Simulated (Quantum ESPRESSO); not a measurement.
## Band-structure run, with input and output: K (part 1 of 2)

- system: K (Im-3m, 1 atom in the cell)
- method: Kohn-Sham DFT of a periodic cell, r2SCAN, SG15 PBE 1.2, no spin polarisation (Quantum ESPRESSO 7.5)

The structure derives from a Materials Project entry.

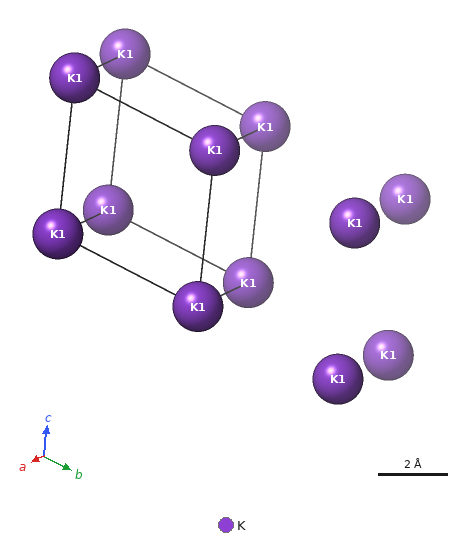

Figure 1. The structure as given in the input (ball-and-stick view of the cell of the calculation, repeated 1 × 2 × 1, seen slightly off an axis; atoms are numbered from 1 in the order of the input).

The input
```
&CONTROL
  calculation = 'scf'
  prefix = 'pwscf'
  outdir = './tmp'
  pseudo_dir = './pseudo'
  tprnfor = .true.
  tstress = .true.
  disk_io = 'low'
/
&SYSTEM
  ibrav = 0
  nat = 1
  ntyp = 1
  ecutwfc = 70
  nbnd = 10
  input_dft = 'r2scan'
  occupations = 'smearing'
  smearing = 'fd'
  degauss = 0.00367493
  nosym = .true.
/
&ELECTRONS
  conv_thr = 1d-08
  electron_maxstep = 120
  mixing_beta = 0.5
/
ATOMIC_SPECIES
K     39.0983 K_ONCV_PBE-1.2.upf
CELL_PARAMETERS angstrom
  -2.6975585167    2.6975585167    2.6975585167
   2.6975585167   -2.6975585167    2.6975585167
   2.6975585167    2.6975585167   -2.6975585167
ATOMIC_POSITIONS angstrom
K      0.0000000000    0.0000000000    0.0000000000
K_POINTS automatic
5 5 5 0 0 0
```

File bands.in
```
&CONTROL
  calculation = 'bands'
  prefix = 'pwscf'
  outdir = './tmp'
  pseudo_dir = './pseudo'
  disk_io = 'low'
  verbosity = 'high'
/
&SYSTEM
  ibrav = 0
  nat = 1
  ntyp = 1
  ecutwfc = 70
  nbnd = 10
  input_dft = 'r2scan'
  occupations = 'smearing'
  smearing = 'fd'
  degauss = 0.00367493
  nosym = .true.
/
&ELECTRONS
  conv_thr = 1d-08
  electron_maxstep = 120
  mixing_beta = 0.5
  diago_full_acc = .true.
  startingwfc = 'random'
/
ATOMIC_SPECIES
K     39.0983 K_ONCV_PBE-1.2.upf
CELL_PARAMETERS angstrom
  -2.6975585167    2.6975585167    2.6975585167
   2.6975585167   -2.6975585167    2.6975585167
   2.6975585167    2.6975585167   -2.6975585167
ATOMIC_POSITIONS angstrom
K      0.0000000000    0.0000000000    0.0000000000
K_POINTS crystal
60
 0.0000000000  0.0000000000  0.0000000000 1
 0.0416666667 -0.0416666667  0.0416666667 1
 0.0833333333 -0.0833333333  0.0833333333 1
 0.1250000000 -0.1250000000  0.1250000000 1
 0.1666666667 -0.1666666667  0.1666666667 1
 0.2083333333 -0.2083333333  0.2083333333 1
 0.2500000000 -0.2500000000  0.2500000000 1
 0.2916666667 -0.2916666667  0.2916666667 1
 0.3333333333 -0.3333333333  0.3333333333 1
 0.3750000000 -0.3750000000  0.3750000000 1
 0.4166666667 -0.4166666667  0.4166666667 1
 0.4583333333 -0.4583333333  0.4583333333 1
 0.5000000000 -0.5000000000  0.5000000000 1
 0.4375000000 -0.4375000000  0.5000000000 1
 0.3750000000 -0.3750000000  0.5000000000 1
 0.3125000000 -0.3125000000  0.5000000000 1
 0.2500000000 -0.2500000000  0.5000000000 1
 0.1875000000 -0.1875000000  0.5000000000 1
 0.1250000000 -0.1250000000  0.5000000000 1
 0.0625000000 -0.0625000000  0.5000000000 1
 0.0000000000  0.0000000000  0.5000000000 1
 0.0000000000  0.0000000000  0.4444444444 1
 0.0000000000  0.0000000000  0.3888888889 1
 0.0000000000  0.0000000000  0.3333333333 1
 0.0000000000  0.0000000000  0.2777777778 1
 0.0000000000  0.0000000000  0.2222222222 1
 0.0000000000  0.0000000000  0.1666666667 1
 0.0000000000  0.0000000000  0.1111111111 1
 0.0000000000  0.0000000000  0.0555555556 1
 0.0000000000  0.0000000000  0.0000000000 1
 0.0227272727  0.0227272727  0.0227272727 1
 0.0454545455  0.0454545455  0.0454545455 1
 0.0681818182  0.0681818182  0.0681818182 1
 0.0909090909  0.0909090909  0.0909090909 1
 0.1136363636  0.1136363636  0.1136363636 1
 0.1363636364  0.1363636364  0.1363636364 1
 0.1590909091  0.1590909091  0.1590909091 1
 0.1818181818  0.1818181818  0.1818181818 1
 0.2045454545  0.2045454545  0.2045454545 1
 0.2272727273  0.2272727273  0.2272727273 1
 0.2500000000  0.2500000000  0.2500000000 1
 0.2708333333  0.1875000000  0.2708333333 1
 0.2916666667  0.1250000000  0.2916666667 1
 0.3125000000  0.0625000000  0.3125000000 1
 0.3333333333  0.0000000000  0.3333333333 1
 0.3541666667 -0.0625000000  0.3541666667 1
 0.3750000000 -0.1250000000  0.3750000000 1
 0.3958333333 -0.1875000000  0.3958333333 1
 0.4166666667 -0.2500000000  0.4166666667 1
 0.4375000000 -0.3125000000  0.4375000000 1
 0.4583333333 -0.3750000000  0.4583333333 1
 0.4791666667 -0.4375000000  0.4791666667 1
 0.5000000000 -0.5000000000  0.5000000000 1
 0.2500000000  0.2500000000  0.2500000000 1
 0.2083333333  0.2083333333  0.2916666667 1
 0.1666666667  0.1666666667  0.3333333333 1
 0.1250000000  0.1250000000  0.3750000000 1
 0.0833333333  0.0833333333  0.4166666667 1
 0.0416666667  0.0416666667  0.4583333333 1
 0.0000000000  0.0000000000  0.5000000000 1
```

Run on 2 threads of Arm Neoverse V2, 24 GiB of memory available, shared host.

Launch command:
```bash
OMP_NUM_THREADS=1 mpirun -n 2 pw.x -nk 2 -in pw.in > pw.out
OMP_NUM_THREADS=1 mpirun -n 2 pw.x -nk 2 -in bands.in > bands.out
```

Output
```
This program is part of the open-source Quantum ESPRESSO suite
     for quantum simulation of materials; please cite
         "P. Giannozzi et al., J. Phys.:Condens. Matter 21 395502 (2009);
         "P. Giannozzi et al., J. Phys.:Condens. Matter 29 465901 (2017);
         "P. Giannozzi et al., J. Chem. Phys. 152 154105 (2020);
          URL
     in publications or presentations arising from this work. More details at

     IMPORTANT: XC functional enforced from input :
     Exchange-correlation= R2SCAN
                           (   0   0   0   0   0 497 498)
     Any further DFT definition will be discarded
     Please, verify this is what you really want

     K-points division:     npool     =       2
     Subspace diagonalization in iterative solution of the eigenvalue problem:
     a serial algorithm will be used

     G-vector sticks info
     --------------------
     sticks:   dense  smooth     PW     G-vecs:    dense   smooth      PW
     Sum        1637    1637    487                41907    41907    6963

     Using Slab Decomposition

     bravais-lattice index     =            0
     lattice parameter (alat)  =       8.8294  a.u.
     unit-cell volume          =     529.8699 (a.u.)^3
     number of atoms/cell      =            1
     number of atomic types    =            1
     number of electrons       =         9.00
     number of Kohn-Sham states=           10
     kinetic-energy cutoff     =      70.0000  Ry
     charge density cutoff     =     280.0000  Ry
     scf convergence threshold =      1.0E-08
     mixing beta               =       0.5000
     number of iterations used =            8  plain     mixing
     Exchange-correlation= R2SCAN
                           (   0   0   0   0   0 497 498)

     celldm(1)=   8.829383  celldm(2)=   0.000000  celldm(3)=   0.000000
     celldm(4)=   0.000000  celldm(5)=   0.000000  celldm(6)=   0.000000

     crystal axes: (cart. coord. in units of alat)
               a(1) = (  -0.577350   0.577350   0.577350 )
               a(2) = (   0.577350  -0.577350   0.577350 )
               a(3) = (   0.577350   0.577350  -0.577350 )

     reciprocal axes: (cart. coord. in units 2 pi/alat)
               b(1) = ( -0.000000  0.866025  0.866025 )
               b(2) = (  0.866025 -0.000000  0.866025 )
               b(3) = (  0.866025  0.866025  0.000000 )

     PseudoPot. # 1 for K  read from file:
     K_ONCV_PBE-1.2.upf
     Pseudo is Norm-conserving, Zval =  9.0
     Generated using ONCVPSP code by D. R. Hamann
     Using radial grid of  602 points,  6 beta functions with:
                l(1) =   0
                l(2) =   0
                l(3) =   1
                l(4) =   1
                l(5) =   2
                l(6) =   2

     atomic species   valence    mass     pseudopotential
     K                 9.00    39.09830     K ( 1.00)

     No symmetry found

   Cartesian axes

     site n.     atom                  positions (alat units)
         1        K      tau(   1) = (   0.0000000   0.0000000   0.0000000  )

     number of k points=    63  Fermi-Dirac smearing, width (Ry)=  0.0037
                       cart. coord. in units 2pi/alat
        k(    1) = (   0.0000000   0.0000000   0.0000000), wk =   0.0160000
        k(    2) = (   0.1732051   0.1732051   0.0000000), wk =   0.0320000
        k(    3) = (   0.3464102   0.3464102   0.0000000), wk =   0.0320000
        k(    4) = (   0.1732051  -0.0000000   0.1732051), wk =   0.0320000
        k(    5) = (   0.3464102   0.1732051   0.1732051), wk =   0.0320000
        k(    6) = (   0.5196152   0.3464102   0.1732051), wk =   0.0320000
        k(    7) = (  -0.1732051  -0.3464102   0.1732051), wk =   0.0320000
        k(    8) = (   0.0000000  -0.1732051   0.1732051), wk =   0.0320000
        k(    9) = (   0.3464102  -0.0000000   0.3464102), wk =   0.0320000
        k(   10) = (   0.5196152   0.1732051   0.3464102), wk =   0.0320000
        k(   11) = (   0.6928203   0.3464102   0.3464102), wk =   0.0320000
        k(   12) = (   0.0000000  -0.3464102   0.3464102), wk =   0.0320000
        k(   13) = (   0.1732051  -0.1732051   0.3464102), wk =   0.0320000
        k(   14) = (  -0.0000000   0.1732051   0.1732051), wk =   0.0320000
        k(   15) = (   0.1732051   0.3464102   0.1732051), wk =   0.0320000
        k(   16) = (   0.3464102   0.5196152   0.1732051), wk =   0.0320000
        k(   17) = (  -0.3464102  -0.1732051   0.1732051), wk =   0.0320000
        k(   18) = (  -0.1732051   0.0000000   0.1732051), wk =   0.0320000
        k(   19) = (   0.1732051   0.1732051   0.3464102), wk =   0.0320000
        k(   20) = (   0.3464102   0.3464102   0.3464102), wk =   0.0320000
        k(   21) = (   0.5196152   0.5196152   0.3464102), wk =   0.0320000
        k(   22) = (  -0.1732051  -0.1732051   0.3464102), wk =   0.0320000
        k(   23) = (   0.0000000   0.0000000   0.3464102), wk =   0.0320000
        k(   24) = (   0.3464102   0.1732051   0.5196152), wk =   0.0320000
        k(   25) = (   0.5196152   0.3464102   0.5196152), wk =   0.0320000
        k(   26) = (   0.6928203   0.5196152   0.5196152), wk =   0.0320000
        k(   27) = (   0.0000000  -0.1732051   0.5196152), wk =   0.0320000
        k(   28) = (   0.1732051   0.0000000   0.5196152), wk =   0.0320000
        k(   29) = (  -0.3464102   0.1732051  -0.1732051), wk =   0.0320000
        k(   30) = (  -0.1732051   0.3464102  -0.1732051), wk =   0.0320000
        k(   31) = (  -0.0000000   0.5196152  -0.1732051), wk =   0.0320000
        k(   32) = (  -0.6928203  -0.1732051  -0.1732051), wk =   0.0320000
        k(   33) = (  -0.5196152   0.0000000  -0.1732051), wk =   0.0320000
        k(   34) = (  -0.1732051   0.1732051   0.0000000), wk =   0.0320000
        k(   35) = (   0.0000000   0.3464102   0.0000000), wk =   0.0320000
        k(   36) = (   0.1732051   0.5196152   0.0000000), wk =   0.0320000
        k(   37) = (  -0.5196152  -0.1732051   0.0000000), wk =   0.0320000
        k(   38) = (  -0.3464102   0.0000000   0.0000000), wk =   0.0320000
        k(   39) = (  -0.0000000   0.3464102   0.3464102), wk =   0.0320000
        k(   40) = (   0.1732051   0.5196152   0.3464102), wk =   0.0320000
        k(   41) = (   0.3464102   0.6928203   0.3464102), wk =   0.0320000
        k(   42) = (  -0.3464102   0.0000000   0.3464102), wk =   0.0320000
        k(   43) = (  -0.1732051   0.1732051   0.3464102), wk =   0.0320000
        k(   44) = (   0.1732051   0.3464102   0.5196152), wk =   0.0320000
        k(   45) = (   0.3464102   0.5196152   0.5196152), wk =   0.0320000
        k(   46) = (   0.5196152   0.6928203   0.5196152), wk =   0.0320000
        k(   47) = (  -0.1732051   0.0000000   0.5196152), wk =   0.0320000
        k(   48) = (   0.0000000   0.1732051   0.5196152), wk =   0.0320000
        k(   49) = (   0.3464102   0.3464102   0.6928203), wk =   0.0320000
        k(   50) = (   0.5196152   0.5196152   0.6928203), wk =   0.0320000
        k(   51) = (   0.6928203   0.6928203   0.6928203), wk =   0.0320000
        k(   52) = (   0.0000000   0.0000000   0.6928203), wk =   0.0320000
        k(   53) = (   0.1732051   0.1732051   0.6928203), wk =   0.0320000
        k(   54) = (  -0.3464102   0.3464102  -0.0000000), wk =   0.0320000
        k(   55) = (  -0.1732051   0.5196152  -0.0000000), wk =   0.0320000
        k(   56) = (  -0.0000000   0.6928203  -0.0000000), wk =   0.0320000
        k(   57) = (  -0.6928203   0.0000000  -0.0000000), wk =   0.0320000
        k(   58) = (  -0.5196152   0.1732051  -0.0000000), wk =   0.0320000
        k(   59) = (  -0.1732051   0.3464102   0.1732051), wk =   0.0320000
        k(   60) = (   0.0000000   0.5196152   0.1732051), wk =   0.0320000
        k(   61) = (   0.1732051   0.6928203   0.1732051), wk =   0.0320000
        k(   62) = (  -0.5196152   0.0000000   0.1732051), wk =   0.0320000
        k(   63) = (  -0.3464102   0.1732051   0.1732051), wk =   0.0320000

     Dense  grid:    41907 G-vectors     FFT dimensions: (  48,  48,  48)

     WARNING: libxc functional with ID  497 depends
      on external parameters: check the user_guide of
      QE if you need to modify them or to check their
      default values.

     WARNING: libxc functional with ID  498 depends
      on external parameters: check the user_guide of
      QE if you need to modify them or to check their
      default values.

     Initial potential from superposition of free atoms

     starting charge       8.7352, renormalised to       9.0000
     Starting wfcs are random

     Self-consistent Calculation

     iteration #  1     ecut=    70.00 Ry     beta= 0.50
     Davidson diagonalization with overlap
     ethr =  1.00E-02,  avg # of iterations =  8.7

     total energy              =     -56.84721680 Ry
     estimated scf accuracy    <       2.38771822 Ry

     iteration #  2     ecut=    70.00 Ry     beta= 0.50
     Davidson diagonalization with overlap
     ethr =  1.00E-02,  avg # of iterations =  1.0

     total energy              =     -56.87879157 Ry
     estimated scf accuracy    <       0.61012788 Ry

     iteration #  3     ecut=    70.00 Ry     beta= 0.50
     Davidson diagonalization with overlap
     ethr =  6.78E-03,  avg # of iterations =  1.0

     total energy              =     -56.88223795 Ry
     estimated scf accuracy    <       0.00538179 Ry

     iteration #  4     ecut=    70.00 Ry     beta= 0.50
     Davidson diagonalization with overlap
     ethr =  5.98E-05,  avg # of iterations =  6.7

     total energy              =     -56.88277577 Ry
     estimated scf accuracy    <       0.00017919 Ry

     iteration #  5     ecut=    70.00 Ry     beta= 0.50
     Davidson diagonalization with overlap
     ethr =  1.99E-06,  avg # of iterations =  7.0

     total energy              =     -56.88280639 Ry
     estimated scf accuracy    <       0.00003343 Ry

     iteration #  6     ecut=    70.00 Ry     beta= 0.50
     Davidson diagonalization with overlap
     ethr =  3.71E-07,  avg # of iterations =  1.2

     total energy              =     -56.88280840 Ry
     estimated scf accuracy    <       0.00000012 Ry

     iteration #  7     ecut=    70.00 Ry     beta= 0.50
     Davidson diagonalization with overlap
     ethr =  1.38E-09,  avg # of iterations =  4.0

     total energy              =     -56.88280862 Ry
     estimated scf accuracy    <       0.00000012 Ry
```
